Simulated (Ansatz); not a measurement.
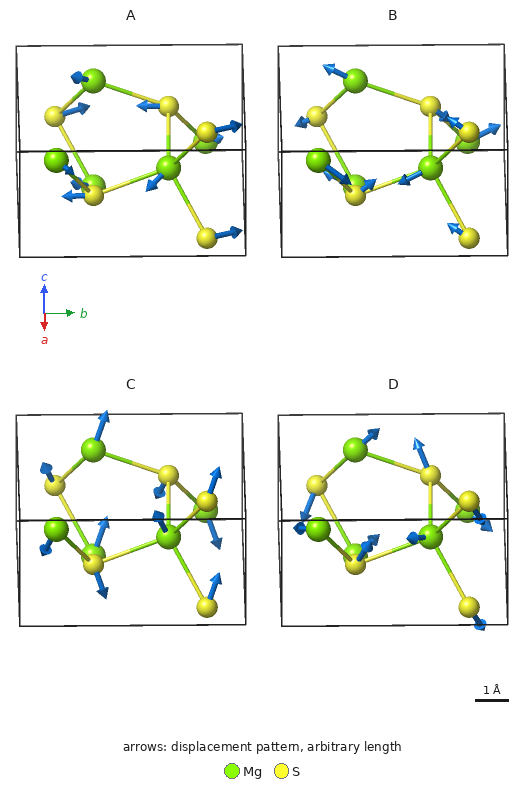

Four optical modes of a crystal of MgS (a generated structure) at the zone centre, in no order (one member of each degenerate set). The blue arrows give the relative displacements of the atoms. Style: ball-and-stick. Shown: the cell of the calculation, from a free direction.

Computed with DFT PBE, scalar-relativistic, plane waves, PAW in Ansatz. Set-up: plane-wave cutoff 420 eV; k-point mesh 4 × 4 × 6; occupations fixed; no spin polarisation.

Frequencies are those without the non-analytic (LO–TO) term.

Rank the modes by frequency, softest first.

Answer. C (42i cm⁻¹), A (221 cm⁻¹), D (253 cm⁻¹), B (339 cm⁻¹). C, B₁: Atoms of one kind move against one another, with no net shift of any sublattice; it mainly bends the Mg–S bonds; the kinetic energy is shared as S 51 %, Mg 49 %. A, E: The kinetic energy is shared as S 73 %, Mg 27 %. D, B₁: Atoms of one kind move against one another, with no net shift of any sublattice; the kinetic energy is shared as S 66 %, Mg 34 %. B, E: It stretches the shortest Mg–S bonds (2.49 Å); the kinetic energy is shared as Mg 65 %, S 35 %.
